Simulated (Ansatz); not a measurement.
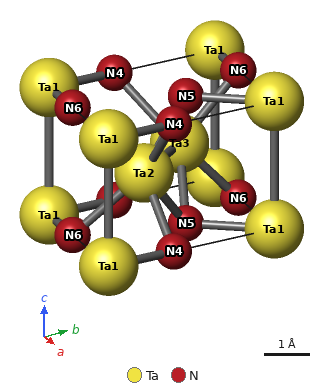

Crystalline TaN (set up in P-62m), before the relaxation. Style: ball-and-stick. Shown: the cell of the calculation, slightly off an axis.

The run lets cell and atoms move.

These are results of Kohn-Sham DFT of a periodic cell, PBE, Ansatz PAW in Ansatz, not measurements.

Input
```yaml
crystal:
  lattice:
    - [5.196, 0.0, 0.0]
    - [-2.598, 4.4998679981, 0.0]
    - [0.0, 0.0, 2.911]
  atoms:
    - { symbol: Ta, position: [0.0, 0.0, 0.0] }
    - { symbol: Ta, position: [0.6666666667, 0.3333333333, 0.5] }
    - { symbol: Ta, position: [0.3333333333, 0.6666666667, 0.5] }
    - { symbol: "N", position: [0.0, 0.39285, 0.0] }
    - { symbol: "N", position: [0.60715, 0.60715, 0.0] }
    - { symbol: "N", position: [0.39285, 0.0, 0.0] }
hamiltonian:
  xc: pbe
  pseudopotentials: { kind: paw }
kpoints:
  mp_grid: { grid: [6, 6, 9] }
scf:
  occupations: { method: fermi_dirac, width: 0.05 }
output:
  forces: true
  stress: true
  eigenvalues: true
  write_density: true
  write_potential: true
  elf: true
  volumetric_format: npy
relax:
  f_tol: 0.01
  max_steps: 40
  cell: { stress_tol: 0.05 }
```

Launched with:
```bash
ansatz run input.yaml --threads 2 --pin off --max-ram 5632MiB --backend cpu --events-out ev --progress --plain --runs-dir out
```

Where does the relaxation end?

Answer. No atom moves by more than 0.005 Å relative to the cell. Cell: a = b 5.196 → 5.228 Å (+0.6 %), c 2.911 → 2.921 Å (+0.3 %). Volume +1.6 %. Near-neighbour distances that change, for instance: Ta1–Ta2 3.334 → 3.353 Å, Ta2–Ta3 3.000 → 3.018 Å, Ta2–N4 2.163 → 2.174 Å, Ta1–N4 2.041 → 2.052 Å. The space group stays P-62m (No. 189). After 5 accepted moves (7 points after the start) the energy has fallen by 16.5 meV per cell of the calculation. Largest force component: 0.041 eV/Å at the start, under 0.0001 eV/Å at the end. The pressure goes from 4.94 to 0.00 GPa. At 2 points the geometry stayed and the basis and grid were re-selected for the new cell (energy shift of 3.3 meV per cell of the calculation at most each time).
